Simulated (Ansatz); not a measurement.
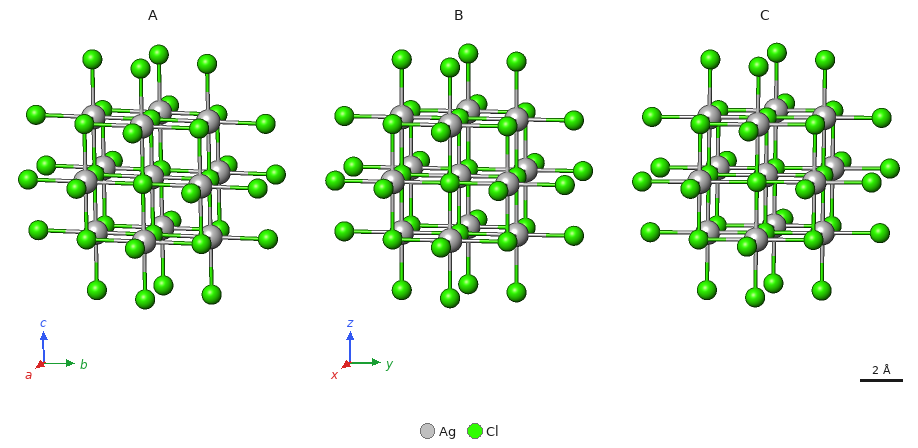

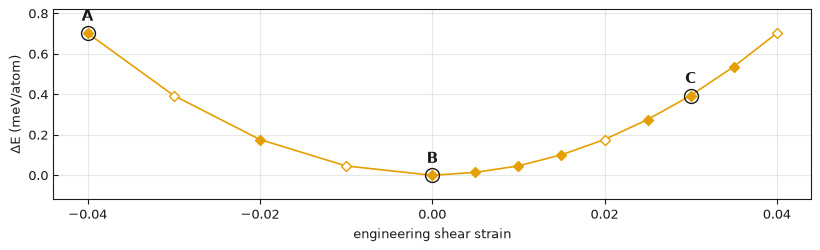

A crystal of AgCl (Fm-3m): the cell is strained in shear in the yz plane, with the atoms kept at their fractional coordinates. x, y and z are the Cartesian axes of the input. The lettered frames are marked on the plot. Hollow markers are points alike by symmetry, not computed again. A ball-and-stick model of the conventional cell (4 times the calculation's cell), seen along the a axis, with a slight tilt. Lengths and directions refer to the drawn axes.

The calculation used DFT PBE, scalar-relativistic, plane waves, PAW in Ansatz. (plane-wave cutoff 420 eV; k-point mesh 8 × 8 × 8; occupations gaussian; smearing width 0.05 eV; no spin polarisation). Energies (free energies at the smearing named) are counted from the relaxed crystal.

### Read off the main features of the energy profile.

Of the computed points the lowest is at the strain 0.00, 0.00 meV/atom. The end points stand at 0.70 meV/atom (−0.04) and 0.70 meV/atom (0.04). The curvature at zero strain, (1/V) d²E/dε², is about 6.7 GPa; it is C₄₄ with clamped ions. The distortion takes the space group from Fm-3m to Immm. At the strain −0.04 the cell of the drawing goes b 5.612 → 5.613 Å, c 5.612 → 5.613 Å, α 90.0° → 92.3°.
